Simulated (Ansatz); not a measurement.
## Run report: Ni₂Ge, single-point calculation

System: Ni₂Ge (6 atoms in the cell).
Method: DFT PBEsol, scalar-relativistic, plane waves, PAW, spin-polarised (Ansatz 0.2.0).

The structure derives from a Materials Project entry. Figures and captions count atoms from 1; the log counts them from 0 in places.

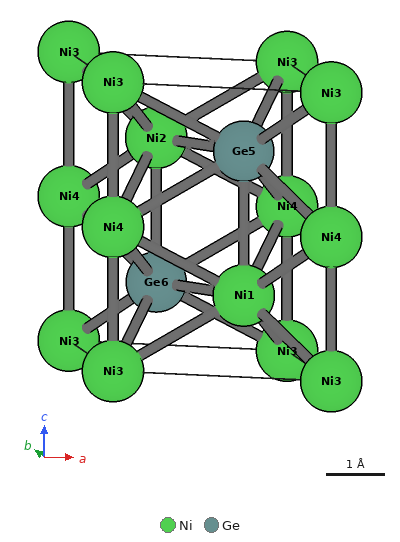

Figure 1. The structure as given in the input (ball-and-stick view of the cell of the calculation, seen slightly off an axis; atoms are numbered from 1 in the order of the input). An atom can appear more than once, as a periodic image.

### Results in brief

```tsv
quantity	value
outcome	converged
space group (tolerance 0.01 Å)	P6₃/mmc (194)
electrons treated	100
free energy	−31728.9234 eV
Fermi energy	18.080 eV
gap on the k-point mesh	none (metallic)
net moment of the cell	0.00 μB
integrated absolute moment	0.00 μB
pressure	−1.30 GPa
largest force (length of the vector)	under 0.001 eV/Å
hardware	1 thread of Intel Xeon @ 2.70GHz, 189 GiB of memory available, shared host
wall time	21 s
peak memory	0.47 GiB
```

### Notes

Warnings of the run: some starting moments were not kept.

### Input file
```yaml
crystal:
  lattice:
    - [3.9798102787, 0.0, 0.0]
    - [-1.9899051393, 3.4466168036, 0.0]
    - [0.0, 0.0, 5.02387811]
  atoms:
    - { symbol: Ni, position: [0.66666667, 0.33333333, 0.25], spin: 2.0 }
    - { symbol: Ni, position: [0.33333333, 0.66666667, 0.75], spin: 2.0 }
    - { symbol: Ni, position: [0.0, 0.0, 0.0], spin: 2.0 }
    - { symbol: Ni, position: [0.0, 0.0, 0.5], spin: 2.0 }
    - { symbol: Ge, position: [0.66666667, 0.33333333, 0.75] }
    - { symbol: Ge, position: [0.33333333, 0.66666667, 0.25] }
basis:
  ecutwfc: 420
kpoints:
  mp_grid: { grid: [6, 6, 4] }
hamiltonian:
  xc: pbesol
scf:
  occupations: { method: gaussian, width: 0.1 }
  lower_state_search: "off"
output:
  forces: true
  stress: true
  eigenvalues: true
  populations: true
magnetization:
  spin_polarized: true
```

Launched with:
```bash
ansatz run input.yaml --threads 1 --pin off --max-ram 2560MiB --backend cpu --events-out ev --progress --plain --runs-dir out
```

### Output
```
Engine: ansatz 0.2.0, x86_64-unknown-linux-gnu
Pseudopotentials: kind: paw
Pseudopotential: Ni, paw, valence charge 18, recommended cutoff 420 eV (normal), Ni.paw.azcp
Pseudopotential: Ge, paw, valence charge 14, recommended cutoff 420 eV (normal), Ge.paw.azcp
Functional definition: PBEsol
  exchange = pbesol_x
  correlation = pbesol_c
Crystal: 6 atoms, lattice volume = 68.912 Å³
Basis set: ecut = 420 eV, 1397 PW (Γ), exchange–correlation on 54×54×72 points (8 copies of the dense FFT grid, shifted against one another)
Bands: 65, of which v1, the nominal top of the filled ones, is band 50 counted from 1 (49 counted from 0)
Symmetry: 24 space group operations
Space group: P63/mmc (ITA 194), of the structure as read, at distance tolerance 4.1e-5 Å
Magnetic group: BNS 194.263 (UNI 1493), of the structure as read, at distance tolerance 4.1e-5 Å
k-points: 21 of 144
Non-local potential: Ni, projectors of the file, l = 0: 3, l = 1: 2, l = 2: 3, l = 3: 1
Non-local potential: Ge, projectors of the file, l = 0: 2, l = 1: 2, l = 2: 3, l = 3: 1
PAW form: soft (Blöchl's): semilocal exchange-correlation on the pseudo side does not see the compensation charge
PAW frozen core: Ni, regenerated for the run's functional, and the local potential with it (the file was generated under x = pbe(κ = 0.804, μ = 0.2195149727645171), c = pbe(β = 0.06672455060314922))
PAW frozen core: Ge, regenerated for the run's functional, and the local potential with it (the file was generated under x = pbe(κ = 0.804, μ = 0.2195149727645171), c = pbe(β = 0.06672455060314922))
PAW one-centre angular grid: Ni, 590 points (default); XC on 64 Gauss nodes
PAW one-centre angular grid: Ge, 590 points (default); XC on 64 Gauss nodes
Initial density: superposition of atomic densities (chi_scale 0.1, normalization cell)
Starting moments: Σ|m| = 8 μB on 4 of 6 sites
Initial wavefunctions: pseudopotential atomic-orbital guess
Functional: x = pbesol(κ = 0.804, μ = 0.12345679012345678), c = pbesol(β = 0.046)
SCF iter   1: F=—  HF=-31727.603487 eV  |F-HF|=—  |Δ(HF+E_count)|=         —  Δρ=2.11e-1 (↑1.19e-1 ↓2.11e-1)  dr2=6.45e0  dr2_m=1.69e1  M=1.509 μB ∫|m|=2.286 μB  β_m=0.30  ethr=3.10e-3  ⟨swp⟩=5.1  Hψ=8658  notcnv=0  defer=24
preconditioner: auto → Resta (q_TF=auto, 2.903 Å⁻¹)  ε∞=6.0  [insulator: Δε(μ)=0.117 eV  Ē_g=16.572 eV  σ=0.100 eV  W_gap=0.55  n_scr=22 (ndim 8)  ℏωp=36.9 eV  f_vac=0.000  D(μ)=1.58/eV (n_scr^D=8)  ε∞_Penn≈6.0]
spin=Collinear: Resta preconditioning applied to the charge; magnetization (m = ρ↑ − ρ↓) channel mixes plain (no charge-response kernel on spin).
SCF iter   2: F=—  HF=-31726.859917 eV  |F-HF|=—  |Δ(HF+E_count)|=   7.44e-1  Δρ=1.55e-1 (↑1.55e-1 ↓1.43e-1)  dr2=5.67e-1  dr2_m=1.39e1  M=2.045 μB ∫|m|=2.838 μB  β_m=0.30  ethr=3.10e-3  ⟨swp⟩=2.5  Hψ=4185  notcnv=0  defer=329
Mixer restart at iter 2: flushing history
preconditioner: auto → Kerker (q_TF=auto, 2.903 Å⁻¹)  [metal: Δε(μ)=0.015 eV  Ē_g=16.639 eV  σ=0.100 eV  W_gap=0.08  n_scr=22 (ndim 8)  ℏωp=36.9 eV  f_vac=0.000  D(μ)=4.89/eV (n_scr^D=52)]
spin=Collinear: Kerker preconditioning applied to the charge; magnetization (m = ρ↑ − ρ↓) channel mixes plain (no charge-response kernel on spin).
spin-set hold released at iteration 2 (the charge has settled, or the pull on large starting moments outlasts its swing): the magnetisation degrees of freedom join the quasi-Newton model from the next iteration; the mixer history was flushed
SCF iter   3: F=—  HF=-31727.653652 eV  |F-HF|=—  |Δ(HF+E_count)|=   7.94e-1  Δρ=1.33e-1 (↑1.14e-1 ↓1.33e-1)  dr2=7.59e-1  dr2_m=9.51e0  M=1.491 μB ∫|m|=2.259 μB  β_m=0.56  ethr=5.67e-4  ⟨swp⟩=2.3  Hψ=4024  notcnv=0  defer=336
SCF iter   4: F=—  HF=-31731.683120 eV  |F-HF|=—  |Δ(HF+E_count)|=    4.03e0  Δρ=1.29e-1 (↑1.29e-1 ↓1.13e-1)  dr2=2.53e1  dr2_m=3.56e-1  M=0.441 μB ∫|m|=0.770 μB  β_m=0.45  ethr=5.67e-4  ⟨swp⟩=4.0  Hψ=5986  notcnv=0  defer=339
SCF iter   5: F=—  HF=-31729.220097 eV  |F-HF|=—  |Δ(HF+E_count)|=    2.46e0  Δρ=5.25e-2 (↑5.25e-2 ↓4.75e-2)  dr2=4.73e0  dr2_m=8.21e-2  M=-0.045 μB ∫|m|=0.178 μB  β_m=0.32  ethr=5.67e-4  ⟨swp⟩=3.5  Hψ=6352  notcnv=0  defer=328
SCF iter   6: F=—  HF=-31728.878375 eV  |F-HF|=—  |Δ(HF+E_count)|=   3.42e-1  Δρ=1.33e-2 (↑1.11e-2 ↓1.33e-2)  dr2=9.71e-2  dr2_m=5.29e-2  M=-0.012 μB ∫|m|=0.192 μB  β_m=0.66  ethr=5.67e-4  ⟨swp⟩=2.7  Hψ=4293  notcnv=0  defer=324
SCF iter   7: F=—  HF=-31728.918436 eV  |F-HF|=—  |Δ(HF+E_count)|=   4.01e-2  Δρ=6.85e-3 (↑6.85e-3 ↓3.41e-3)  dr2=2.15e-2  dr2_m=8.95e-3  M=0.075 μB ∫|m|=0.177 μB  β_m=0.83  ethr=9.71e-5  ⟨swp⟩=2.1  Hψ=3163  notcnv=0  defer=321
SCF iter   8: F=—  HF=-31728.923626 eV  |F-HF|=—  |Δ(HF+E_count)|=   5.19e-3  Δρ=2.40e-3 (↑1.47e-3 ↓2.40e-3)  dr2=4.72e-3  dr2_m=1.19e-3  M=0.030 μB ∫|m|=0.055 μB  β_m=0.76  ethr=2.15e-5  ⟨swp⟩=2.1  Hψ=3617  notcnv=0  defer=321
SCF iter   9: F=—  HF=-31728.923185 eV  |F-HF|=—  |Δ(HF+E_count)|=   4.41e-4  Δρ=1.30e-3 (↑6.28e-4 ↓1.30e-3)  dr2=3.84e-4  dr2_m=5.40e-4  M=0.018 μB ∫|m|=0.037 μB  β_m=0.88  ethr=4.72e-6  ⟨swp⟩=2.0  Hψ=3230  notcnv=0  defer=321
SCF iter  10: F=—  HF=-31728.923518 eV  |F-HF|=—  |Δ(HF+E_count)|=   3.33e-4  Δρ=6.83e-4 (↑6.83e-4 ↓6.23e-4)  dr2=4.38e-4  dr2_m=9.20e-5  M=0.006 μB ∫|m|=0.014 μB  β_m=0.94  ethr=3.84e-7  ⟨swp⟩=2.0  Hψ=3824  notcnv=0  defer=321
SCF iter  11: F=—  HF=-31728.923419 eV  |F-HF|=—  |Δ(HF+E_count)|=   9.94e-5  Δρ=1.53e-4 (↑1.53e-4 ↓1.01e-4)  dr2=1.83e-5  dr2_m=1.47e-6  M=0.001 μB ∫|m|=0.001 μB  β_m=0.91  ethr=3.84e-7  ⟨swp⟩=2.0  Hψ=3828  notcnv=0  defer=321
SCF iter  12: F=—  HF=-31728.923432 eV  |F-HF|=—  |Δ(HF+E_count)|=   1.28e-5  Δρ=1.25e-4 (↑1.14e-4 ↓1.25e-4)  dr2=2.76e-5  dr2_m=1.52e-7  M=-0.000 μB ∫|m|=0.001 μB  β_m=0.94  ethr=1.83e-8  ⟨swp⟩=2.0  Hψ=3628  notcnv=0  defer=321
SCF iter  13: F=—  HF=-31728.923429 eV  |F-HF|=—  |Δ(HF+E_count)|=   2.53e-6  Δρ=2.19e-5 (↑7.55e-6 ↓2.19e-5)  dr2=3.00e-7  dr2_m=6.76e-8  M=-0.000 μB ∫|m|=0.000 μB  β_m=0.97  ethr=1.83e-8  ⟨swp⟩=2.0  Hψ=2984  notcnv=0  defer=321
SCF iter  14: F=—  HF=-31728.923429 eV  |F-HF|=—  |Δ(HF+E_count)|=   9.56e-9  Δρ=1.16e-5 (↑9.56e-6 ↓1.16e-5)  dr2=2.18e-7  dr2_m=1.40e-9  M=-0.000 μB ∫|m|=0.000 μB  β_m=0.99  ethr=1.00e-10  ⟨swp⟩=9.7  Hψ=13067  notcnv=0
SCF iter  15: F=—  HF=-31728.923429 eV  |F-HF|=—  |Δ(HF+E_count)|=   1.85e-9  Δρ=1.25e-5 (↑1.25e-5 ↓1.22e-5)  dr2=3.31e-7  dr2_m=1.83e-10  M=-0.000 μB ∫|m|=0.000 μB  β_m=0.72  ethr=2.18e-10  ⟨swp⟩=2.0  Hψ=3168  notcnv=0
SCF iter  16: F=—  HF=-31728.923429 eV  |F-HF|=—  |Δ(HF+E_count)|=   1.35e-8  Δρ=7.45e-6 (↑7.45e-6 ↓7.33e-6)  dr2=1.20e-7  dr2_m=3.97e-11  M=-0.000 μB ∫|m|=0.000 μB  β_m=0.86  ethr=2.18e-10  ⟨swp⟩=1.0  Hψ=2409  notcnv=0
SCF iter  17: F=-31728.923429 eV  HF=-31728.923429 eV  |F-HF|=1.53e-8  |Δ(HF+E_count)|=   6.93e-9  Δρ=2.62e-6 (↑2.62e-6 ↓2.62e-6)  dr2=1.51e-8  dr2_m=7.92e-12  M=-0.000 μB ∫|m|=0.000 μB  ethr=1.00e-10  ⟨swp⟩=3.0  Hψ=6654  notcnv=0
WARN: the starting moments were not kept: the SCF closed with an absolute magnetisation of 4.2e-6 μB, where they sum to 8 μB in size (4 sites). That is at most 0.1 of that sum. Measured as dr2_m measures the in/out step, that magnetisation stands 1.0e-11 eV from none, at or under the dr2_threshold of 1.0e-7 eV: it is no larger than a step whose dr2_m would equal this threshold. The system may hold no moment; this SCF shows only that its start led to no more than that. To try another start: raise the starting moments (crystal.atoms[].spin, magnetization.per_species, magnetization.initial_magnetization, or on a non-collinear deck that types none of these the spinor_matrix: blocks that start its atoms; where the total moment is fixed, keep their sum and leave initial_magnetization as it is; typed ones take the place of any that the run laid by itself, positive ones on a crystal's lanthanoids without a Hubbard term where scf.initial_density.shell_occupations: [] is typed) or, if the notice of its spin-set hold's release reads "site moments contracting" or "site moments show no strong build", lengthen the hold (scf.mixing.spin_hold: { on: { confirm: 4 } }; for m-r²SCAN on two components see the key's manual first). Each may lead to a state that holds a moment. A second SCF, from the converged charge density, with the starting moments and any scf.initial_density.shell_occupations laid on it anew, would have followed, and was not run: the deck does not ask for one (magnetization.retry_lost_moments is false, the default). To let it run, set magnetization.retry_lost_moments: true and run the deck again, where that key's refused combinations let it; where memory then withholds it, that run's warning says so.
SCF 1 converged in 17 iterations: F = -31728.923429 eV  dr2 = 1.51e-8
  greatest PAW one-centre occupation: 1.001 electrons in one spin orbital (limit 2), on the Ni atom at site 1 (counted from 0), in its partial waves of l = 1
```

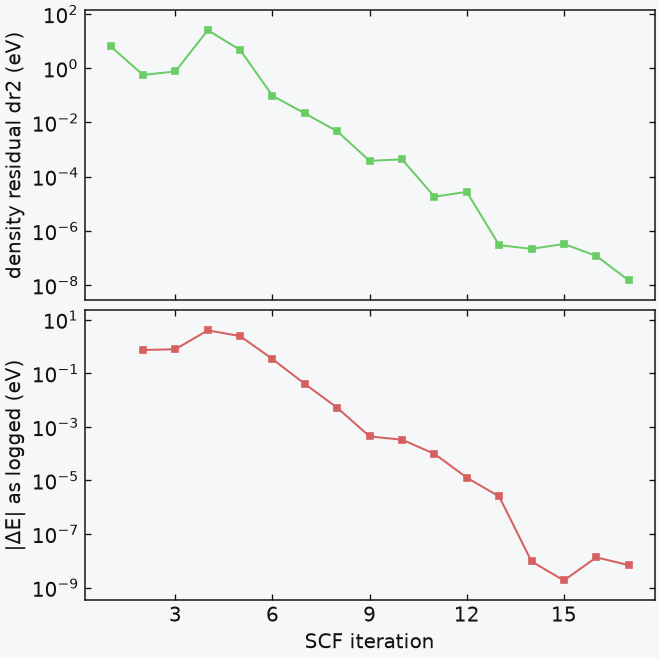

Figure 2. Convergence of the self-consistent field: density residual dr2 and size of the energy change against the SCF iteration. The residual comes down, with one marked jump up, by a factor of about 30, at step 4.

```
SCF converged after 17 iterations
Magnetization: -0.0000 μB (50.0000 up, 50.0000 down)
Absolute magnetization: 0.0000 μB (∫|ρ↑−ρ↓|, with the PAW one-centre terms)
Spin contamination: 0.0000 ħ² per cell (⟨S²⟩ above its minimum at these occupations)
Per-site moments (μB) at R_I (Å): [(-3.7294590003036e-7, 0.9478196209895361), (-3.729459001664078e-7, 0.9478196209895361), (-1.1706024925201543e-6, 1.0361748601875), (-1.1706024926032514e-6, 1.0361748601875), (-1.2562267302768514e-9, 0.9478196209895361), (-1.2562269874614813e-9, 0.9478196209895361)]
Free energy (F): -31728.923429 eV
Harris-Foulkes:  -31728.923429 eV  (|F-HF|=1.53e-8)
Internal energy: -31728.910896 eV  (E = F + TS)
E sigma→0 (E₀):  -31728.917163 eV
Entropy (-TS):   -0.012533 eV (-2.089 meV/atom)
Fermi energy:    18.080490 eV
--- Per-component energies (eV) ---
  E_band       = -1188.951143
  E_kinetic    = 1370.427482
  E_local      = -17792.007540  (includes V_loc(G=0)·N_el)
  E_nonlocal   = 3406.636277
  E_hartree    = 7577.200581
  E_xc         = -491.799374
  E_vxc        = -572.219079  (∫ρ·V_xc dr)
  E_paw        = -10357.674490  (= ΣΔE_a)
  E_vpaw       = -2756.192100  (= ΣTr[D̂ρ^β])
  E_aug_tail   = 0.002117  (compensation charges beyond the density's cutoff)
  E_ewald      = -15444.320977
  E_core_change = 2.625028  (= ΣΔE_core)
  E_smearing   = -0.012533  (= −TS)
  E_closure    = 0.000000  (closes the sum)
  Σ components = -31728.923429   (vs F -31728.923429, Δ=0.00e0)
--- Forces (eV/Å), atoms counted from 1 ---
  atom   1  Ni    -0.00000000     0.00000000     0.00000000
  atom   2  Ni     0.00000000    -0.00000000     0.00000000
  atom   3  Ni    -0.00000000     0.00000000     0.00000000
  atom   4  Ni    -0.00000000     0.00000000     0.00000000
  atom   5  Ge    -0.00000000     0.00000000     0.00000000
  atom   6  Ge     0.00000000    -0.00000000     0.00000000
  max |Σ_I F_I| component: 1.85e-17 eV/Å
--- Stress (GPa, compression-positive) ---
       -1.318756      -0.000000       0.000000
        0.000000      -1.318756       0.000000
        0.000000       0.000000      -1.250772
  P = ⅓ Tr σ = -1.2961 GPa (-12.961 kbar)
--- Band table (eV; the first three rows and the last of 42) ---
  k-point 0 ↑: bands = ["-84.9708", "-84.9702", "-84.7041", "-84.6941", "-45.5859", "-45.5859", "-45.5840", "-45.5840", "-45.4606", "-45.4576", "-45.3479", "-45.2477", "-45.2477", "-45.2408", "-45.2408", "-45.2384", "-6.7254", "-6.7159", "-6.6950", "-6.6950", "-6.6619", "-6.6619", "-6.6601", "-6.6601", "-6.6598", "-6.6598", "5.0619", "9.1540", "11.7537", "13.2287", "13.2287", "14.3348", "14.3348", "14.5700", "14.7405", "14.7405", "15.1173", "15.1173", "16.2013", "16.2013", "16.3877", "16.8574", "16.8574", "16.8890", "16.8890", "17.0148", "17.5232", "17.5232", "18.2582", "20.2277", "20.8254", "20.8254", "20.9802", "20.9802", "21.2596", "22.4165", "22.5872", "22.5872", "26.7173", "26.7173", "27.3563", "28.0572", "28.0572", "28.8489", "28.8902"]
  k-point 1 ↑: bands = ["-84.9707", "-84.9702", "-84.7026", "-84.6955", "-45.5856", "-45.5856", "-45.5842", "-45.5842", "-45.4603", "-45.4581", "-45.3318", "-45.2544", "-45.2467", "-45.2467", "-45.2419", "-45.2419", "-6.7222", "-6.7154", "-6.6921", "-6.6921", "-6.6721", "-6.6721", "-6.6578", "-6.6578", "-6.6545", "-6.6545", "5.4270", "8.0287", "12.7268", "13.3094", "13.3094", "13.9823", "13.9823", "14.5972", "14.9746", "14.9746", "15.1142", "15.1142", "16.2199", "16.4174", "16.4174", "16.8658", "16.8658", "16.8661", "16.8661", "16.9705", "17.3594", "17.3594", "18.7401", "20.2450", "20.5195", "20.9545", "20.9545", "21.3527", "21.3527", "22.2266", "22.2266", "23.4518", "24.7248", "24.7248", "26.1830", "26.8452", "30.0493", "30.0493", "30.1662"]
  k-point 2 ↑: bands = ["-84.9705", "-84.9705", "-84.6991", "-84.6991", "-45.5849", "-45.5849", "-45.5849", "-45.5849", "-45.4593", "-45.4593", "-45.2931", "-45.2931", "-45.2443", "-45.2443", "-45.2443", "-45.2443", "-6.7169", "-6.7169", "-6.6838", "-6.6838", "-6.6838", "-6.6838", "-6.6543", "-6.6543", "-6.6543", "-6.6543", "6.4798", "6.4798", "13.5645", "13.5645", "13.5645", "13.5645", "13.9977", "13.9977", "15.1068", "15.1068", "15.1068", "15.1068", "16.4202", "16.4202", "16.7957", "16.7957", "16.7957", "16.7957", "16.9760", "16.9760", "16.9760", "16.9760", "19.5016", "19.5016", "21.3427", "21.3427", "21.3427", "21.3427", "22.4895", "22.4895", "22.8187", "22.8187", "22.8187", "22.8187", "25.1234", "25.1234", "32.7897", "32.7897", "32.7897"]
  k-point 20 ↓: bands = ["-84.9703", "-84.9703", "-84.6992", "-84.6992", "-45.5865", "-45.5865", "-45.5853", "-45.5853", "-45.4609", "-45.4609", "-45.2919", "-45.2919", "-45.2463", "-45.2463", "-45.2408", "-45.2408", "-6.7136", "-6.7136", "-6.6811", "-6.6811", "-6.6764", "-6.6764", "-6.6624", "-6.6624", "-6.6599", "-6.6599", "8.4848", "8.4848", "11.5227", "11.5227", "12.3984", "12.3984", "14.4225", "14.4225", "15.2800", "15.2800", "15.4019", "15.4019", "15.7540", "15.7540", "16.0194", "16.0194", "16.5901", "16.5901", "16.8506", "16.8506", "16.9822", "16.9822", "17.0236", "17.0236", "17.8880", "17.8880", "23.4387", "23.4387", "24.4607", "24.4607", "25.9189", "25.9189", "26.9072", "26.9072", "27.6587", "27.6587", "27.7807", "27.7807", "34.9032"]
--- Löwdin populations: 6 sites ---
  site symbol       q [e]    m [muB]
     0     Ni     17.5551    -0.0000
     1     Ni     17.5551    -0.0000
     2     Ni     17.5348    -0.0000
     3     Ni     17.5348    -0.0000
     4     Ge     14.5531     0.0000
     5     Ge     14.5531     0.0000
  spilling = 0.007140 (of n_electrons = 100.000000)
```

### File populations.tsv
```
# site	symbol	l	j	q_up	q_dn
# orbitals = lowdin
# n_electrons = 100.000000
# spilling = 0.007140
0	Ni	0_3S	-	0.994306	0.994306
0	Ni	0_4S	-	0.297081	0.297081
0	Ni	1_3P	-	2.996858	2.996858
0	Ni	2_3D	-	4.489319	4.489319
1	Ni	0_3S	-	0.994306	0.994306
1	Ni	0_4S	-	0.297081	0.297081
1	Ni	1_3P	-	2.996858	2.996858
1	Ni	2_3D	-	4.489319	4.489319
2	Ni	0_3S	-	0.996654	0.996654
2	Ni	0_4S	-	0.296775	0.296775
2	Ni	1_3P	-	2.998572	2.998572
2	Ni	2_3D	-	4.475401	4.475402
3	Ni	0_3S	-	0.996654	0.996654
3	Ni	0_4S	-	0.296775	0.296775
3	Ni	1_3P	-	2.998572	2.998572
3	Ni	2_3D	-	4.475401	4.475402
4	Ge	0_4S	-	0.730142	0.730142
4	Ge	1_4P	-	1.547616	1.547616
4	Ge	2_3D	-	4.998768	4.998768
5	Ge	0_4S	-	0.730142	0.730142
5	Ge	1_4P	-	1.547616	1.547616
5	Ge	2_3D	-	4.998768	4.998768
```

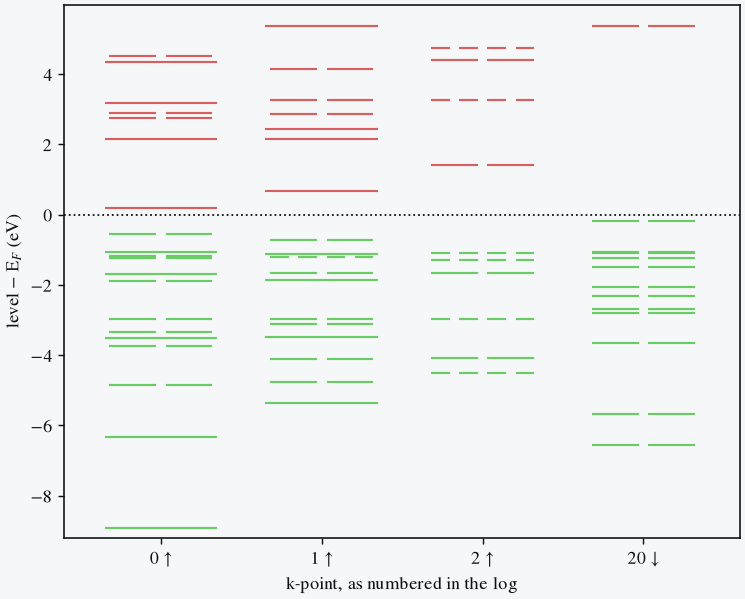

Figure 3. Kohn–Sham levels near the Fermi level (dotted) at the few k-points that the log prints; levels within 0.02 eV of each other stand side by side. The system is metallic on the full mesh.
